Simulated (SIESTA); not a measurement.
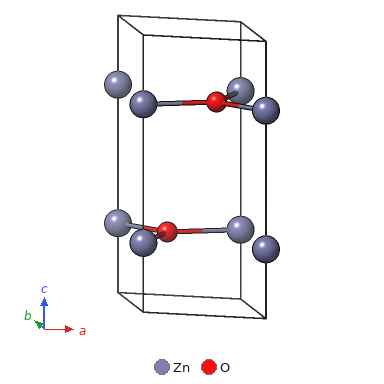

System: ZnO, space group P6_3/mmc (No. 194). The picture shows the conventional cell.

The given structure:
```cif
data_structure
_symmetry_space_group_name_H-M 'P 1'
_symmetry_Int_Tables_number 1
_cell_length_a 3.2880
_cell_length_b 3.2880
_cell_length_c 7.1304
_cell_angle_alpha 90.000
_cell_angle_beta 90.000
_cell_angle_gamma 120.000
_cell_volume 66.76
loop_
_atom_site_label
_atom_site_type_symbol
_atom_site_fract_x
_atom_site_fract_y
_atom_site_fract_z
_atom_site_occupancy
Zn1 Zn 0.00000 0.00000 0.25000 1
Zn2 Zn 0.00000 0.00000 0.75000 1
O1 O 0.66667 0.33333 0.75000 1
O2 O 0.33333 0.66667 0.25000 1
```

Computed with SIESTA 5.4.2: DFT in numerical atomic orbitals with pseudopotentials, no spin polarisation; energies at scaled volumes of the given cell, shape and fractions fixed, counted from the fit's minimum, third-order Birch-Murnaghan fit. Level: PBEsol.

```
         setting                                                                     value
          k mesh                                                                     9×9×4
     occupations                                                               Fermi–Dirac
  smearing width                                                                   0.05 eV
      potentials  PseudoDojo 0.4 standard, converted to PSML, two zetas on semicore shells
program settings                                             basis DZP, mesh cutoff 800 Ry
```

Describe the result: the energy against volume. The volume takes the values 15.69, 16.02, 16.36, 16.69, 17.02, 17.36, 17.69 Å³/atom.

A third-order Birch–Murnaghan fit gives V0 = 15.96 Å³/atom, B0 = 101 GPa and B′ = 3.3. The energy is 1.56 meV/atom at volume 15.69 Å³/atom and 50.75 meV/atom at 17.69 Å³/atom; the lowest computed point is at volume 16.02 Å³/atom (−0.07 meV/atom).

| volume (Å³/atom) | energy (meV/atom) |
| --- | --- |
| 15.69 | 1.56 |
| 16.02 | −0.07 |
| 16.36 | 3.09 |
| 16.69 | 9.81 |
| 17.02 | 20.09 |
| 17.36 | 34.07 |
| 17.69 | 50.75 |

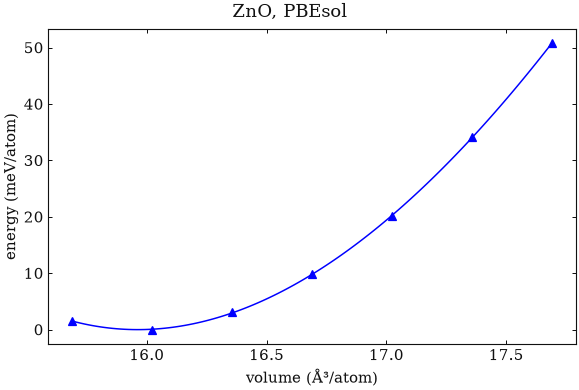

Keep in mind: mulliken charges of long orbitals; short basis over semicore shells; valence orbitals made in semicore potential; shape and atomic fractions are frozen while scaling, which makes layered, chain and framework solids too stiff.
